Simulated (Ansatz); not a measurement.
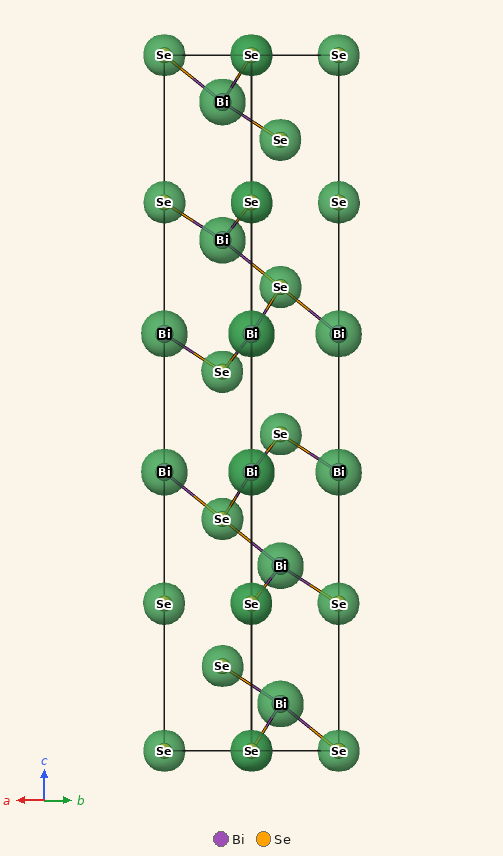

Figure 1: Bi2Se3. Isosurface of the valence pseudo-density at 0.8 e/Å³ (green), seen along [110]. Sticks mark near contacts.

Space group R-3m; computed pressure about 4 GPa in this cell.

Computed with Kohn-Sham DFT of a periodic cell, revPBE, Ansatz PAW (Ansatz).

The density is the valence pseudo-density of a PAW calculation; it isn't the true density close to the nuclei.

Input

```
crystal:
  lattice:
    - [2.0715, 1.1959810826, 9.5453333333]
    - [-2.0715, 1.1959810826, 9.5453333333]
    - [0.0, -2.3919621653, 9.5453333333]
  atoms:
    - { symbol: Bi, position: [0.5992, 0.5992, 0.5992] }
    - { symbol: Bi, position: [0.4008, 0.4008, 0.4008] }
    - { symbol: Se, position: [0.7883, 0.7883, 0.7883] }
    - { symbol: Se, position: [0.2117, 0.2117, 0.2117] }
    - { symbol: Se, position: [0.0, 0.0, 0.0] }
hamiltonian:
  xc: revpbe
  pseudopotentials: { kind: paw }
kpoints:
  mp_grid: { grid: [8, 8, 8] }
  band_path:
    path:
      - [[0.0, 0.0, 0.0], [0.5, 0.0, 0.0], [0.5, 0.1771325325, -0.1771325325]]
      - [[0.8228674675, 0.5, 0.1771325325], [0.5, 0.5, 0.5], [0.0, 0.0, 0.0], [0.3385662663, 0.0, -0.3385662663]]
      - [[0.6614337337, 0.3385662663, 0.0], [0.5, 0.5, 0.0], [0.6614337337, 0.6614337337, 0.1771325325], [0.5, 0.5, 0.5]]
      - [[0.5, 0.0, 0.0], [0.8228674675, 0.3385662663, 0.3385662663]]
    npoints: 14
scf:
  occupations: { method: fermi_dirac, width: 0.05 }
  n_extra_bands: 12
output:
  forces: true
  stress: true
  eigenvalues: true
  fatbands: true
  write_density: true
  write_potential: true
  elf: true
  volumetric_format: npy
```

Run with:

```sh
ansatz run input.yaml --threads 2 --pin off --max-ram 5632MiB --backend cpu --events-out ev --progress --plain --runs-dir out
```

Below, planes, directions and counts refer to the conventional cell (a = 4.14 Å, b = 4.14 Å, c = 28.64 Å, α = 90.00°, β = 90.00°, γ = 120.00°).

> How is the density connected at this value?

At this value the density breaks into separate islands; it holds about 70 % of the electrons treated as valence (semicore included). It bridges none of the near contacts. It is pinched off along the shortest Bi–Se (2.85 Å) and Bi–Se (3.07 Å) contacts. On the grid the lowest density along these lines, outside the cores, is 0.34 e/Å³ (Bi–Se, 2.85 Å) and 0.22 e/Å³ (Bi–Se, 3.07 Å).

> Metal or insulator at this level of theory?

It is gapped, with a Kohn–Sham gap of 0.27 eV on the k-point mesh, an upper bound to the gap of this method.
